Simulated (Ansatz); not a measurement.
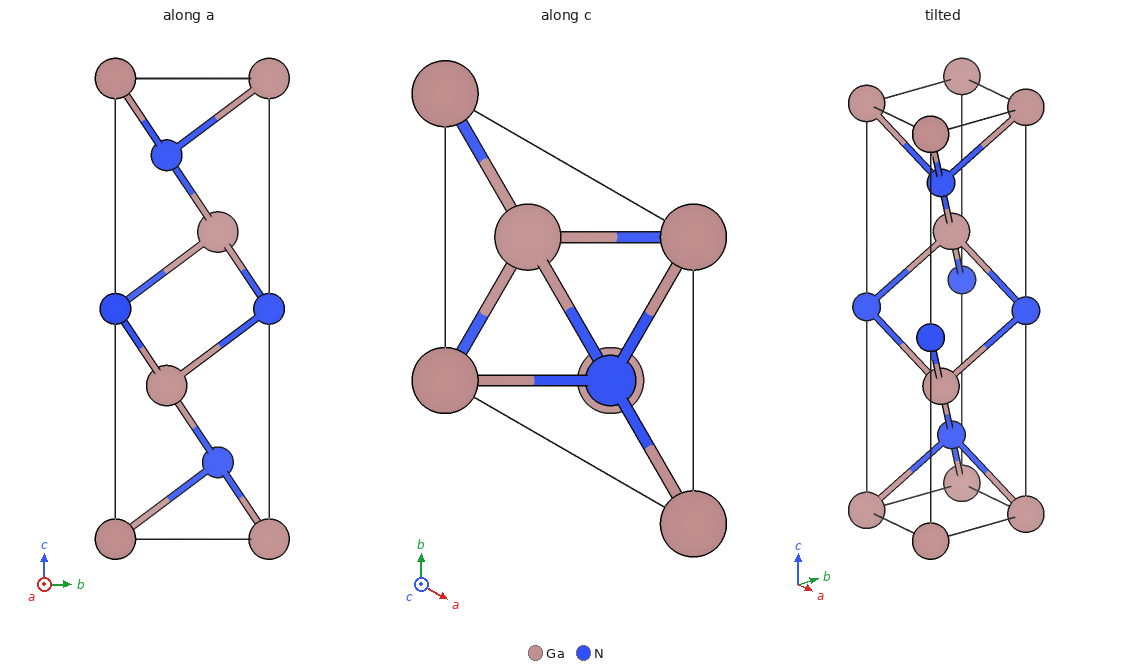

View along the a axis, along the c axis and slightly off an axis, drawn as a ball-and-stick model. The conventional unit cell is drawn as a box.

Caption:

The stoichiometry is GaN. Symmetry: R-3m (No. 166), rhombohedral (trigonal R) lattice. Cell content 3 Ga, 3 N; Z = 3. Ga is linked to six N in an octahedral arrangement. The neighbours of N are six Ga in an octahedral arrangement. The bonds build a three-dimensional framework.

The starting point was a structure listed in the Materials Project. The cell was then strained or its atoms displaced on purpose. It went into a calculation with Ansatz.

At this level of theory the cell isn't at rest (stretched, at -10 GPa), so its distances can differ from those at equilibrium, the more so the softer the solid.
